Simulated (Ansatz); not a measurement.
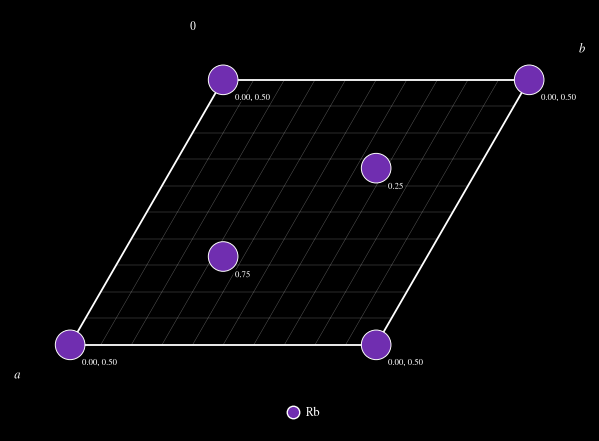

Plan of a unit cell projected along c (a down the page, b across); the numbers are heights as fractions of c, and atoms on the cell's edges are repeated. The grid marks tenths of a and b. Source: coordinates from a relaxation with DFT, LDA (PW92), plane waves (420 eV) with PAW, scalar-relativistic in Ansatz; the starting structure was generated, so it need not be a known form of this composition. The drawing is computed from the coordinates (standard cell, symmetry found to 0.002 Å).

a = 4.780 Å, b = 4.780 Å, c = 15.785 Å, α = 90.00°, β = 90.00°, γ = 120.00°.

What does the cell contain?

Answer. 4 Rb: Rb, Z = 4.

Which space group?

Answer. P6₃/mmc, No. 194, primitive hexagonal.

Give the independent sites, coordinates to two places.

Answer.
```tsv
atom	site	symmetry	x	y	z
Rb	2a	-3m.	0.00	0.00	0.00
Rb	2c	-6m2	0.33	0.67	0.25
```
